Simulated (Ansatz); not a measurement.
**What a change does: geometry relaxation on Zr**

System: Zr (2 atoms in the cell).
Method of run 1: DFT, PBEsol, plane waves, PAW, Ueff = 4 eV on Zr d, no spin polarisation (Ansatz 0.2.0).

The structure derives from an entry of the Crystallography Open Database. Text and figures count atoms from 1; the logs count them from 0 in places.

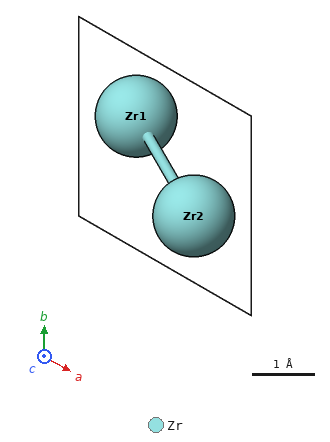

Fig. 1: The structure as given in the input (ball-and-stick view of the cell of the calculation, along the c axis; atoms are numbered from 1 in the order of the input).

The input, run 1:
```yaml
crystal:
  lattice:
    - [3.23199999999, 0.0, 0.0]
    - [-1.61599999999, 2.79899410502, 0.0]
    - [0.0, 0.0, 5.147]
  atoms:
    - { symbol: Zr, position: [0.333333333333, 0.666666666667, 0.25] }
    - { symbol: Zr, position: [0.666666666667, 0.333333333333, 0.75] }
kpoints:
  mp_grid: { grid: [12, 12, 6] }
scf:
  occupations: { method: fermi_dirac, width: 0.05 }
  initial_density: { chi_scale: 0.1 }
hamiltonian:
  xc: pbesol
  pseudopotentials: { kind: paw }
  hubbard: { sites: [{ species: Zr, l: d, u_eff: 4.0 }], double_counting: fll }
relax:
  f_tol: 0.002
  max_steps: 80
  cell: {}
output:
  forces: true
  stress: true
```

Launched with:
```bash
ansatz run input.yaml --threads 1 --pin off --max-ram 3072MiB --backend cpu --events-out ev --progress --plain --runs-dir out
```

Hardware: 1 thread of Intel Xeon @ 2.50GHz (Skylake/Cascade Lake), 32 GiB of memory available, shared host.

Output, shortened to warnings, some set-up lines, iterations and results (run 1):
```
Basis set: ecut = 420 eV, 929 PW (Γ), exchange–correlation on 48×48×72 points (8 copies of the dense FFT grid, shifted against one another)
Symmetry: 24 space group operations
k-points: 76 of 864
Initial density: superposition of atomic densities (chi_scale 0.1, normalization cell)
[...]
SCF iter   1: F=—  HF=-8248.525536 eV  |F-HF|=—  |Δ(HF+E_count)|=         —  Δρ=3.78e-2  dr2=8.83e-1  ethr=3.10e-3  ⟨swp⟩=4.7  Hψ=5208  notcnv=0
SCF iter   2: F=—  HF=-8248.623200 eV  |F-HF|=—  |Δ(HF+E_count)|=   9.77e-2  Δρ=2.17e-2  dr2=2.79e-1  ethr=3.10e-3  ⟨swp⟩=2.0  Hψ=2077  notcnv=0
SCF iter   3: F=—  HF=-8248.680429 eV  |F-HF|=—  |Δ(HF+E_count)|=   5.72e-2  Δρ=2.82e-3  dr2=2.17e-3  ethr=1.16e-3  ⟨swp⟩=3.0  Hψ=2403  notcnv=0
SCF iter   4: F=—  HF=-8248.681477 eV  |F-HF|=—  |Δ(HF+E_count)|=   1.05e-3  Δρ=7.20e-4  dr2=1.54e-4  ethr=9.03e-6  ⟨swp⟩=2.1  Hψ=2456  notcnv=0
SCF iter   5: F=—  HF=-8248.681703 eV  |F-HF|=—  |Δ(HF+E_count)|=   2.26e-4  Δρ=3.45e-4  dr2=4.20e-5  ethr=6.41e-7  ⟨swp⟩=2.8  Hψ=2202  notcnv=0
[... 19 lines ...]
SCF iter   1: F=—  HF=-8248.685881 eV  |F-HF|=—  |Δ(HF+E_count)|=         —  Δρ=2.04e-5  dr2=1.47e-8  ethr=6.87e-8  ⟨swp⟩=3.5  Hψ=8978  notcnv=0
SCF iter   2: F=—  HF=-8248.685881 eV  |F-HF|=—  |Δ(HF+E_count)|=   1.32e-7  Δρ=1.05e-5  dr2=3.86e-9  ethr=6.14e-11  ⟨swp⟩=2.1  Hψ=1733  notcnv=0
SCF iter   3: F=-8248.685881 eV  HF=-8248.685881 eV  |F-HF|=1.27e-11  |Δ(HF+E_count)|=   8.76e-9  Δρ=3.17e-7  dr2=9.46e-12  ethr=1.00e-12  ⟨swp⟩=4.0  Hψ=6246  notcnv=0
SCF 4 converged in 3 iterations: F = -8248.685881 eV  dr2 = 9.46e-12
relax step   4: F+E_penalty+E_count = -8248.68588104 eV  Δ(F+E_penalty+E_count) = -8.321e-5 eV  max|allowed force component| = 8.327e-17 eV/Å  Δτ_max = 0.0000 Å  P = -0.033 …
basis re-selected at this cell: Δ(F+E_penalty+E_count) = -8.321e-5 eV, ΔP = +0.001 GPa vs the last step (what re-selecting the basis moved, of the pressure what is left beyond the Pulay correction that the steps carried, after the strain that the cell walked since its last selection, with what the …
SCF converged after 3 iterations
Free energy (F): -8248.685881 eV
Harris-Foulkes:  -8248.685881 eV  (|F-HF|=1.27e-11)
Internal energy: -8248.667011 eV  (E = F + TS)
E sigma→0 (E₀):  -8248.676446 eV
Entropy (-TS):   -0.018870 eV (-9.435 meV/atom)
Fermi energy:    14.203164 eV
--- Per-component energies (eV) ---
  E_band       = -200.552452
  E_kinetic    = 663.262003
  E_local      = -1269.898386  (includes V_loc(G=0)·N_el)
  E_nonlocal   = 163.284432
  E_hartree    = 390.299186
  E_xc         = -319.880840
  E_vxc        = -379.258658  (∫ρ·V_xc dr)
  E_hubbard    = 8.463551  (on-site DFT+U / exact-exchange correction)
  E_vhub       = 4.606802  (the Hubbard potential's part of the band-sum identity)
  E_paw        = -5800.036104  (= ΣΔE_a)
  E_vpaw       = -163.147027  (= ΣTr[D̂ρ^β])
  E_aug_tail   = 0.000046  (compensation charges beyond the density's cutoff)
  E_ewald      = -2084.492340
  E_core_change = 0.331441  (= ΣΔE_core)
  E_smearing   = -0.018870  (= −TS)
  E_closure    = 0.000000  (closes the sum)
  Σ components = -8248.685881   (vs F -8248.685881, Δ=0.00e0)
--- Forces (eV/Å), atoms counted from 1 ---
  atom   1  Zr     0.00000000     0.00000000     0.00000000
  atom   2  Zr    -0.00000000    -0.00000000     0.00000000
  max |Σ_I F_I| component: 9.25e-18 eV/Å
--- Stress (GPa, compression-positive) ---
       -0.031768      -0.000000      -0.000000
       -0.000000      -0.031768       0.000000
       -0.000000      -0.000000      -0.034705
  P = ⅓ Tr σ = -0.0327 GPa (-0.327 kbar)
Occupation matrices written to [file]
--- Relaxed structure (3 steps of the walk, 2 accepted, 1 SCFs on fresh bases) ---
  F+E_penalty+E_count = -8248.68588104 eV   max|allowed force component| = 8.327e-17 eV/Å   (the final SCF, on the basis selected at the relaxed cell)
  cell:  # Å, volume = 47.4139 Å³
    - [3.252346359980478, -2.904997831783179e-12, -5.767417819943396e-35]
    - [-1.6261731799877235, 2.8166145696503953, 2.883708909967237e-35]
    - [-1.8369368514452065e-34, 0.0, 5.175851664301071]
  atoms:
[...]
```

For run 2 the input was changed thus:
```diff
-  initial_density: { chi_scale: 0.1 }
-  hubbard: { sites: [{ species: Zr, l: d, u_eff: 4.0 }], double_counting: fll }
```

What does this change do to the results?

The total energies belong to different models, so their difference says nothing on which is more stable or more accurate. The volume per atom goes from 23.71 to 22.48 Å³. The SCF takes 32 iterations over all geometry steps against 21. The two runs start from different initial densities, which also moves the count.

Output, shortened to warnings, some set-up lines, iterations and results (run 2):
```
Basis set: ecut = 420 eV, 929 PW (Γ), exchange–correlation on 48×48×72 points (8 copies of the dense FFT grid, shifted against one another)
Symmetry: 24 space group operations
k-points: 76 of 864
Initial density: superposition of atomic densities (neutral atoms: chi_scale 0, normalization atom), corrected by the library's trained network
[...]
SCF iter   1: F=—  HF=-8257.261525 eV  |F-HF|=—  |Δ(HF+E_count)|=         —  Δρ=3.49e-3  dr2=2.43e-3  ethr=1.77e-3  ⟨swp⟩=4.8  Hψ=5196  notcnv=0
SCF iter   2: F=—  HF=-8257.260253 eV  |F-HF|=—  |Δ(HF+E_count)|=   1.27e-3  Δρ=1.99e-3  dr2=7.60e-4  ethr=1.01e-5  ⟨swp⟩=2.8  Hψ=2667  notcnv=0
SCF iter   3: F=—  HF=-8257.260309 eV  |F-HF|=—  |Δ(HF+E_count)|=   5.64e-5  Δρ=2.00e-4  dr2=1.49e-5  ethr=3.17e-6  ⟨swp⟩=2.6  Hψ=1872  notcnv=0
SCF iter   4: F=—  HF=-8257.260304 eV  |F-HF|=—  |Δ(HF+E_count)|=   5.43e-6  Δρ=6.61e-5  dr2=1.46e-6  ethr=6.22e-8  ⟨swp⟩=2.6  Hψ=1930  notcnv=0
SCF iter   5: F=-8257.260304 eV  HF=-8257.260304 eV  |F-HF|=7.18e-9  |Δ(HF+E_count)|=   1.92e-7  Δρ=9.23e-6  dr2=3.36e-8  ethr=6.08e-9  ⟨swp⟩=2.9  Hψ=2159  notcnv=0
[... 32 lines ...]
SCF iter   6: F=-8257.277074 eV  HF=-8257.277074 eV  |F-HF|=0.00e0  |Δ(HF+E_count)|=  1.82e-12  Δρ=1.89e-9  dr2=2.92e-16  ethr=1.00e-12  ⟨swp⟩=1.0  Hψ=1216  notcnv=0
SCF iter   7: F=-8257.277074 eV  HF=-8257.277074 eV  |F-HF|=3.64e-12  |Δ(HF+E_count)|=  1.82e-12  Δρ=3.13e-10  dr2=2.03e-17  ethr=1.00e-12  ⟨swp⟩=1.0  Hψ=1216  notcnv=0
SCF iter   8: F=-8257.277074 eV  HF=-8257.277074 eV  |F-HF|=0.00e0  |Δ(HF+E_count)|=  1.82e-12  Δρ=3.13e-11  dr2=3.88e-19  ethr=1.00e-12  ⟨swp⟩=1.7  Hψ=2856  notcnv=0
SCF 5 converged in 8 iterations: F = -8257.277074 eV  dr2 = 3.88e-19
relax step   5: F+E_penalty+E_count = -8257.27707434 eV  Δ(F+E_penalty+E_count) = +1.358e-4 eV  max|allowed force component| = 7.401e-17 eV/Å  Δτ_max = 0.0000 Å  P = +0.008 …
basis re-selected at this cell: Δ(F+E_penalty+E_count) = +1.358e-4 eV, ΔP = -0.002 GPa vs the last step (what re-selecting the basis moved, of the pressure what is left beyond the Pulay correction that the steps carried, after the strain that the cell walked since its last selection, with what the …
SCF converged after 8 iterations
Free energy (F): -8257.277074 eV
Harris-Foulkes:  -8257.277074 eV  (|F-HF|=0.00e0)
Internal energy: -8257.258992 eV  (E = F + TS)
E sigma→0 (E₀):  -8257.268033 eV
Entropy (-TS):   -0.018082 eV (-9.041 meV/atom)
Fermi energy:    14.440696 eV
--- Per-component energies (eV) ---
  E_band       = -180.955042
  E_kinetic    = 666.802325
  E_local      = -1223.562945  (includes V_loc(G=0)·N_el)
  E_nonlocal   = 164.730343
  E_hartree    = 377.804049
  E_xc         = -320.938760
  E_vxc        = -380.721346  (∫ρ·V_xc dr)
  E_paw        = -5800.609569  (= ΣΔE_a)
  E_vpaw       = -163.811564  (= ΣTr[D̂ρ^β])
  E_aug_tail   = 0.000048  (compensation charges beyond the density's cutoff)
  E_ewald      = -2121.815923
  E_core_change = 0.331441  (= ΣΔE_core)
  E_smearing   = -0.018082  (= −TS)
  E_closure    = 0.000000  (closes the sum)
  Σ components = -8257.277074   (vs F -8257.277074, Δ=0.00e0)
--- Forces (eV/Å), atoms counted from 1 ---
  atom   1  Zr     0.00000000    -0.00000000    -0.00000000
  atom   2  Zr    -0.00000000     0.00000000     0.00000000
  max |Σ_I F_I| component: 6.94e-18 eV/Å
--- Stress (GPa, compression-positive) ---
       -0.011969      -0.000000       0.000000
       -0.000000      -0.011969       0.000000
        0.000000       0.000000       0.047526
  P = ⅓ Tr σ = 0.0079 GPa (0.079 kbar)
--- Relaxed structure (4 steps of the walk, 3 accepted, 1 SCFs on fresh bases) ---
  F+E_penalty+E_count = -8257.27707434 eV   max|allowed force component| = 7.401e-17 eV/Å   (the final SCF, on the basis selected at the relaxed cell)
  cell:  # Å, volume = 44.9609 Å³
    - [3.188889826381039, -2.848316802471849e-12, -4.6139342559557475e-34]
    - [-1.594444913188053, 2.761659599517152, 3.3059131972363144e-34]
    - [-8.266215831503429e-34, 1.8369368514452065e-34, 5.1053509110355435]
  atoms:
    - { symbol: Zr, position: [0.3333333333333333, 0.6666666666666669, 0.24999999999999997] }
    - { symbol: Zr, position: [0.6666666666666669, 0.33333333333333337, 0.7499999999999999] }
```

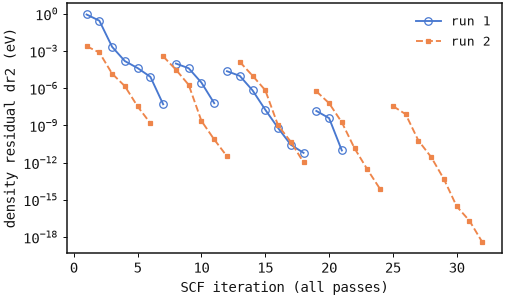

Fig. 2: Convergence of the two runs: density residual dr2 against the SCF iteration. A break in a curve parts two SCF passes. Run 1 takes 21 iterations in all, and run 2 takes 32.

The two runs side by side:

```csv
quantity,run 1,run 2
outcome,converged,converged
free energy per atom (eV),−4124.3429,−4128.6385
"energy per atom, smearing taken to zero (eV)",−4124.3382,−4128.6340
pressure (GPa),−0.03,0.01
volume per atom (Å³),23.71,22.48
largest force (eV/Å),0.000,0.000
SCF iterations,21,32
irreducible k-points,76,76
wall time (shared host),19 s,14 s
```
